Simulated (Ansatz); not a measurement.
## Single-point calculation of InSb

System: InSb (F-43m, 2 atoms in the cell).
Method: DFT r2SCAN, scalar-relativistic, plane waves, PAW, no spin polarisation (Ansatz 0.2.0).

The structure derives from an entry of the Crystallography Open Database. It belongs to a series of runs on one base structure; here: strain +0.030 along x and y, +0.030 along z, atoms carried along. Figures and captions count atoms from 1; the log counts them from 0 in places.

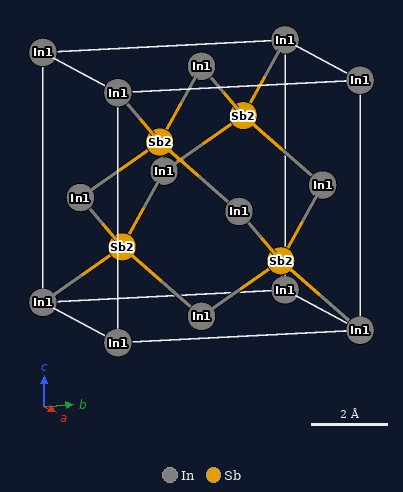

*The structure as given in the input (ball-and-stick view of the cell 4 times as large as that of the calculation, set on its symmetry axes, seen slightly off an axis; atoms are numbered from 1 in the order of the input). An atom can appear more than once, as a periodic image.*

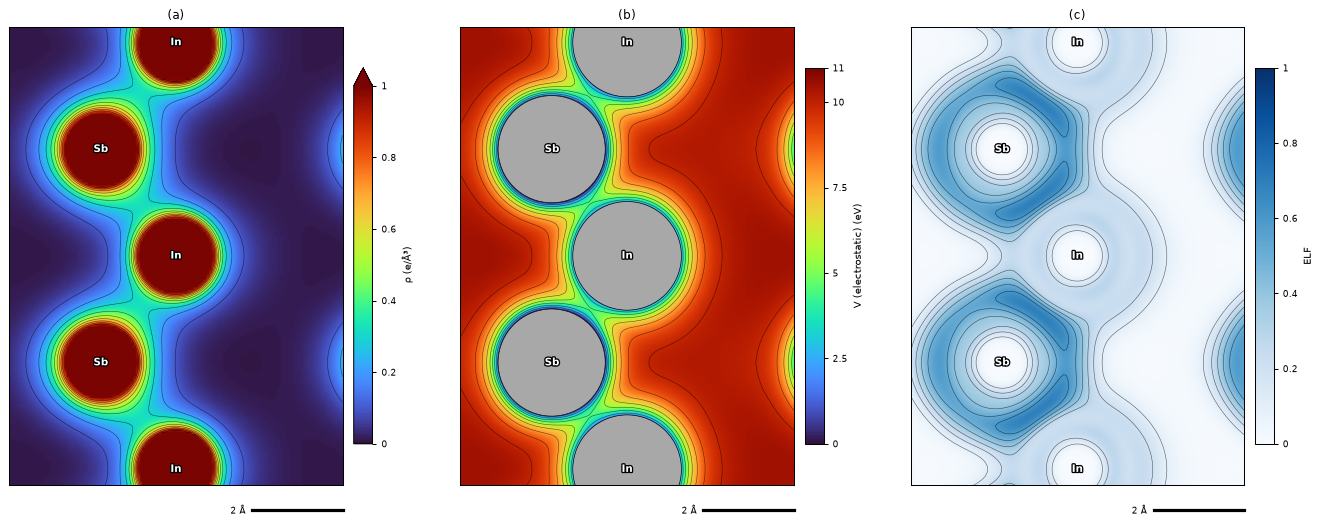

*(a) valence pseudo-density; (b) electrostatic potential energy of an electron; (c) ELF on the (101) plane of the conventional cell. Grey discs, where drawn, cover atomic cores.*

In–Sb (2.89 Å): ρ is about 0.33 e/Å³ halfway; the ELF peaks at about 0.70 between the atoms. Away from the nuclei the density in this plane falls to 0.007 e/Å³ at its lowest. Outside the cores the potential energy rises away from the atoms and is highest about 2.9 Å from the nearest atoms; outside the discs it spans about 10 eV, and its zero is arbitrary. Core electrons are frozen (PAW), so the fields are smoothed inside the atomic spheres.

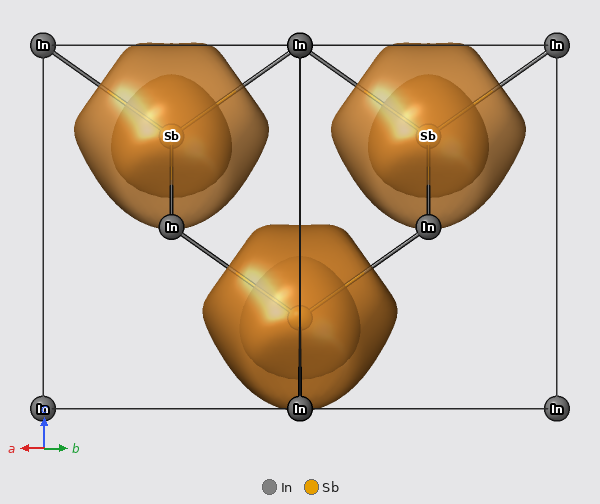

*Isosurface of the electron localisation function at 0.45 (orange), seen along [110]. Only the valence region is drawn (cores and ρ < 0.01 e/Å³ removed). Sticks mark near contacts. The outline is the cell set on symmetry axes.*

Profiles from the grid: In–Sb (2.89 Å): the ELF peaks at about 0.70 between the atoms.

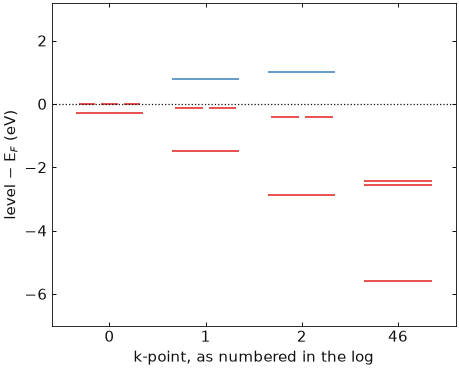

*Kohn–Sham levels near the Fermi level (dotted) at the few k-points that the log prints; levels within 0.02 eV of each other stand side by side.*

The system is metallic on the full mesh.

The input and output of the run follow.

## Input file
```yaml
crystal:
  lattice:
    - [0.0, 3.336273, 3.336273]
    - [3.336273, 0.0, 3.336273]
    - [3.336273, 3.336273, 0.0]
  atoms:
    - { symbol: In, position: [0.0, 0.0, 0.0] }
    - { symbol: Sb, position: [0.75, 0.75, 0.75] }
basis:
  ecutwfc: 500
kpoints:
  mp_grid: { grid: [10, 10, 10] }
hamiltonian:
  xc: r2scan
scf:
  occupations: { method: gaussian, width: 0.03 }
output:
  forces: true
  stress: true
  eigenvalues: true
  write_density: true
  write_potential: true
  elf: true
  volumetric_format: npy
```

Run as:
```bash
ansatz run input.yaml --threads 1 --pin off --max-ram 2560MiB --backend cpu --events-out ev --progress --plain --runs-dir out
```

## Log
```
Engine: ansatz 0.2.0, x86_64-unknown-linux-gnu
Pseudopotentials: kind: paw
Pseudopotential: In, paw, valence charge 13, recommended cutoff 500 eV (meta_gga), In.paw.azcp
Pseudopotential: Sb, paw, valence charge 15, recommended cutoff 500 eV (meta_gga), Sb.paw.azcp
Functional definition: r2SCAN
  parameter k0 = 0.174
  parameter k1 = 0.065
  parameter a1 = 4.9479
  exchange = r2scan_x(k0 = k0, k1 = k1, a1 = a1)
  correlation = r2scan_c
Crystal: 2 atoms, lattice volume = 74.270 Å³
Basis set: ecut = 500 eV, 1917 PW (Γ), exchange–correlation on 144×144×144 points (64 copies of the dense FFT grid, shifted against one another)
Bands: 18, of which v1, the nominal top of the filled ones, is band 14 counted from 1 (13 counted from 0)
Symmetry: 24 space group operations
Space group: F-43m (ITA 216), of the structure as read, at distance tolerance 4.2e-5 Å
k-points: 47 of 1000 (time reversal used)
Non-local potential: In, projectors of the file, l = 0: 2, l = 1: 2, l = 2: 2, l = 3: 2
Non-local potential: Sb, projectors of the file, l = 0: 2, l = 1: 2, l = 2: 2, l = 3: 2
PAW form: soft (Blöchl's): semilocal exchange-correlation on the pseudo side does not see the compensation charge
PAW frozen core: In, regenerated for the run's functional (the file was generated under x = pbe(κ = 0.804, μ = 0.2195149727645171), c = pbe(β = 0.06672455060314922))
PAW frozen core: Sb, regenerated for the run's functional (the file was generated under x = pbe(κ = 0.804, μ = 0.2195149727645171), c = pbe(β = 0.06672455060314922))
PAW one-centre angular grid: In, 590 points (default); XC on 289 of its mesh's 2783 points in the sphere
PAW one-centre angular grid: Sb, 590 points (default); XC on 160 Gauss nodes
Initial density: superposition of atomic densities (neutral atoms: chi_scale 0, normalization atom), corrected by the library's trained network
Initial wavefunctions: pseudopotential atomic-orbital guess
Functional: x = r2scan, c = r2scan; τ floored in thin density (d = 2e-4 eV/Å³)
SCF iter   1: F=—  HF=-12111.411292 eV  |F-HF|=—  |Δ(HF+E_count)|=         —  Δρ=5.84e-3  dr2=1.46e-2  dr2_τ=5.06e-3  ethr=1.77e-3  ⟨swp⟩=6.3  Hψ=4824  notcnv=0
preconditioner: auto → none  [insulator: Δε(μ)=0.628 eV  Ē_g=14.432 eV  σ=0.030 eV  W_gap=0.67  n_scr=14 (ndim 8)  ℏωp=18.3 eV  f_vac=0.134  D(μ)=0.10/eV (n_scr^D=0)  ε∞_Penn≈2.6]
SCF iter   2: F=—  HF=-12111.415384 eV  |F-HF|=—  |Δ(HF+E_count)|=   4.09e-3  Δρ=1.86e-3  dr2=1.76e-3  dr2_τ=6.57e-5  ethr=5.21e-5  ⟨swp⟩=2.9  Hψ=1890  notcnv=0
SCF iter   3: F=—  HF=-12111.415791 eV  |F-HF|=—  |Δ(HF+E_count)|=   4.07e-4  Δρ=8.00e-4  dr2=2.57e-4  dr2_τ=6.63e-6  ethr=6.27e-6  ⟨swp⟩=2.5  Hψ=1171  notcnv=0
SCF iter   4: F=—  HF=-12111.415831 eV  |F-HF|=—  |Δ(HF+E_count)|=   4.05e-5  Δρ=1.16e-4  dr2=6.48e-6  dr2_τ=1.25e-7  ethr=9.17e-7  ⟨swp⟩=2.0  Hψ=1213  notcnv=0
SCF iter   5: F=—  HF=-12111.415832 eV  |F-HF|=—  |Δ(HF+E_count)|=   3.87e-7  Δρ=2.12e-5  dr2=2.75e-7  dr2_τ=8.88e-9  ethr=2.31e-8  ⟨swp⟩=2.2  Hψ=1484  notcnv=0
SCF iter   6: F=-12111.415832 eV  HF=-12111.415832 eV  |F-HF|=4.54e-9  |Δ(HF+E_count)|=   6.81e-8  Δρ=4.62e-6  dr2=8.52e-9  dr2_τ=4.67e-10  ethr=3.57e-10  ⟨swp⟩=11.1  Hψ=6425  notcnv=0
SCF 1 converged in 6 iterations: F = -12111.415832 eV  dr2 = 8.52e-9
  greatest PAW one-centre occupation: 0.993 electrons in one spin orbital (limit 2), on the Sb atom at site 1 (counted from 0), in its partial waves of l = 2
SCF converged after 6 iterations
Free energy (F): -12111.415832 eV
Harris-Foulkes:  -12111.415832 eV  (|F-HF|=4.54e-9)
Internal energy: -12111.415786 eV  (E = F + TS)
E sigma→0 (E₀):  -12111.415809 eV
Entropy (-TS):   -0.000046 eV (-0.023 meV/atom)
Fermi energy:    6.119076 eV
--- Per-component energies (eV) ---
  E_band       = -304.720190
  E_kinetic    = 447.508532
  E_local      = -3312.670899  (includes V_loc(G=0)·N_el)
  E_nonlocal   = 731.181250
  E_hartree    = 1422.148193
  E_xc         = -326.953772
  E_vxc        = -207.718065  (∫ρ·V_xc dr)
  E_paw        = -8787.447686  (= ΣΔE_a)
  E_vpaw       = -821.673772  (= ΣTr[D̂ρ^β])
  E_aug_tail   = 0.000007  (compensation charges beyond the density's cutoff)
  E_vtau       = 14.353135  (kinetic-family band-sum trace: ∫τ·v_τ [+ j·A + Jᵃ·Aᵃ] dr)
  E_ewald      = -2286.652994
  E_core_change = 1.471583  (= ΣΔE_core)
  E_smearing   = -0.000046  (= −TS)
  E_closure    = 0.000000  (closes the sum)
  Σ components = -12111.415832   (vs F -12111.415832, Δ=0.00e0)
--- Forces (eV/Å), atoms counted from 1 ---
  atom   1  In    -0.00000000    -0.00000000     0.00000000
  atom   2  Sb     0.00000000     0.00000000    -0.00000000
  max |Σ_I F_I| component: 5.55e-17 eV/Å
--- Stress (GPa, compression-positive) ---
       -2.021255       0.000000      -0.000000
       -0.000000      -2.021255       0.000000
       -0.000000       0.000000      -2.021255
  P = ⅓ Tr σ = -2.0213 GPa (-20.213 kbar)
--- Band table (eV; the first three rows and the last of 47) ---
  k-point 0: bands = ["-23.0378", "-23.0378", "-23.0378", "-23.0224", "-23.0224", "-8.8601", "-8.8601", "-8.8601", "-8.7895", "-8.7895", "-4.4575", "5.8207", "6.1099", "6.1099", "6.1099", "9.3444", "9.3444", "9.3444"]
  k-point 1: bands = ["-23.0378", "-23.0378", "-23.0378", "-23.0224", "-23.0224", "-8.8635", "-8.8585", "-8.8585", "-8.7896", "-8.7896", "-4.3731", "4.6209", "5.9879", "5.9879", "6.9238", "9.5190", "9.5229", "9.5229"]
  k-point 2: bands = ["-23.0378", "-23.0376", "-23.0376", "-23.0223", "-23.0223", "-8.8723", "-8.8542", "-8.8542", "-8.7898", "-8.7898", "-4.1308", "3.2492", "5.7181", "5.7181", "7.1371", "9.8912", "9.8912", "10.3390"]
  k-point 46: bands = ["-23.0380", "-23.0371", "-23.0361", "-23.0224", "-23.0215", "-8.9131", "-8.8345", "-8.8269", "-8.7972", "-8.7874", "-2.6668", "0.5152", "3.5531", "3.6829", "9.3074", "9.6251", "11.3629", "11.7610"]
```

## Key numbers

| quantity | value |
| --- | --- |
| outcome | converged |
| space group (tolerance 0.01 Å) | F-43m (216) |
| electrons treated | 28 |
| free energy | −12111.4158 eV |
| Fermi energy | 6.119 eV |
| gap on the k-point mesh | none (metallic) |
| pressure | −2.02 GPa |
| largest force (length of the vector) | under 0.001 eV/Å |
| hardware | 1 thread of Intel Xeon @ 2.50GHz (Skylake/Cascade Lake), 189 GiB of memory available, shared host |
| wall time | 28 s |
| peak memory | 0.61 GiB |
